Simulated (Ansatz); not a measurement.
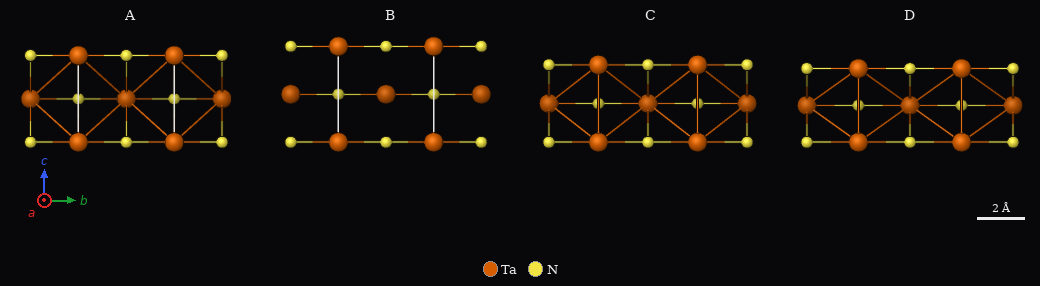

4 geometries from one relaxation of solid TaN (a generated structure, set up in Immm) (coarse preliminary run), in shuffled order. The picture is a ball-and-stick view of the conventional cell (2 times the calculation's cell), seen along the a axis. Lengths and directions refer to the drawn axes.

Method: DFT PBE, scalar-relativistic, plane waves, PAW (Ansatz). Settings: plane-wave cutoff 420 eV; k-point mesh 6 × 6 × 6; occupations gaussian; smearing width 0.1 eV; no spin polarisation; cell and atoms relaxed; force threshold 0.04 eV/Å; at most 70 steps.

Question: Put them in the order of the run, from the start to the converged end.

Answer: B, A, C, D. They are steps 0, 2, 4, 10, at +2.524 eV per cell of the calculation, +1.346 eV per cell of the calculation, +0.192 eV per cell of the calculation relative to the last. Over 8 accepted moves (10 points after the start) the energy falls by 2.524 eV per cell of the calculation. All forces vanish by symmetry, so only the cell relaxes. The pressure goes from −23.07 to 0.12 GPa. The SCF was repeated twice at an unchanged geometry on a basis and grid sized afresh for the cell, which shifted the energy by 1.7 meV per cell of the calculation at most. No atom moves by more than 0.005 Å relative to the cell. The drawn cell changes as follows: a 3.984 → 3.094 Å (−22.3 %), b 4.081 → 4.418 Å (+8.3 %), c 4.106 → 3.156 Å (−23.1 %); the volume changes by −35.4 %. Near-neighbour distances that change, for instance: Ta–Ta 4.106 → 3.156 Å, Ta–Ta 3.984 → 3.094 Å, N–Ta 2.861 → 2.210 Å, Ta–Ta 3.514 → 3.124 Å. New bonds form, among them: N–Ta (2.86 → 2.21 Å). The space group stays Immm (No. 71).
